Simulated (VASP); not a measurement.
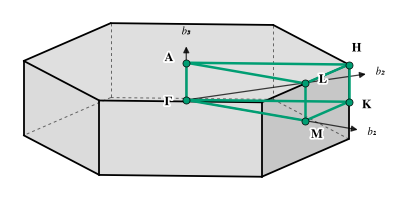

The first Brillouin zone and its special points. Crystal: Ti3Al, a cell listed in the Materials Project, as set up for an electronic-structure calculation. Geometry calculated from the standardised cell; symmetry tolerance 0.002 Å.

Space group P-6m2, No. 187; a = 2.928 Å, b = 2.928 Å, c = 9.226 Å, α = 90.00°, β = 90.00°, γ = 120.00°.

Labels and path follow the convention of Hinuma et al. (2017), as computed by seekpath; the arrows show the directions of the reciprocal primitive vectors b₁, b₂, b₃, in which coordinates are given; lengths include the factor 2π.

List the special points with their coordinates and distances from Γ.

Answer.
```json
{"point": "Γ", "k₁": "0", "k₂": "0", "k₃": "0", "length of k (1/Å)": "0.000"}
{"point": "A", "k₁": "0", "k₂": "0", "k₃": "1/2", "length of k (1/Å)": "0.341"}
{"point": "K", "k₁": "1/3", "k₂": "1/3", "k₃": "0", "length of k (1/Å)": "1.431"}
{"point": "H", "k₁": "1/3", "k₂": "1/3", "k₃": "1/2", "length of k (1/Å)": "1.471"}
{"point": "M", "k₁": "1/2", "k₂": "0", "k₃": "0", "length of k (1/Å)": "1.239"}
{"point": "L", "k₁": "1/2", "k₂": "0", "k₃": "1/2", "length of k (1/Å)": "1.285"}
```

What is the zone's volume?

Answer. (2π)³ over the primitive cell's volume of 68.48 Å³: 3.62 Å⁻³.
